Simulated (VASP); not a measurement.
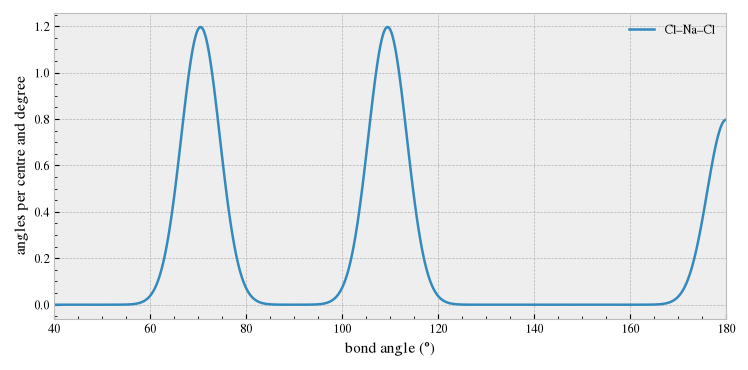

Bond-angle distributions computed from the structure of NaCl; each angle is a Gaussian of σ = 4.0°. Bonds counted: Cl–Na up to 3.27 Å. It is based on a cell listed in the Materials Project, as set up for an electronic-structure calculation.

### Give the groups of angles for each curve.

Cl–Na–Cl: 71° (12 per centre); 109° (12 per centre); 180° (4 per centre)

### What coordination geometry do the angles point to, counting the bonds named above alone?

Na has 8 Cl neighbours in a cubic arrangement.

The structure has space group Pm-3m (No. 221); other forms of this composition would give other results.
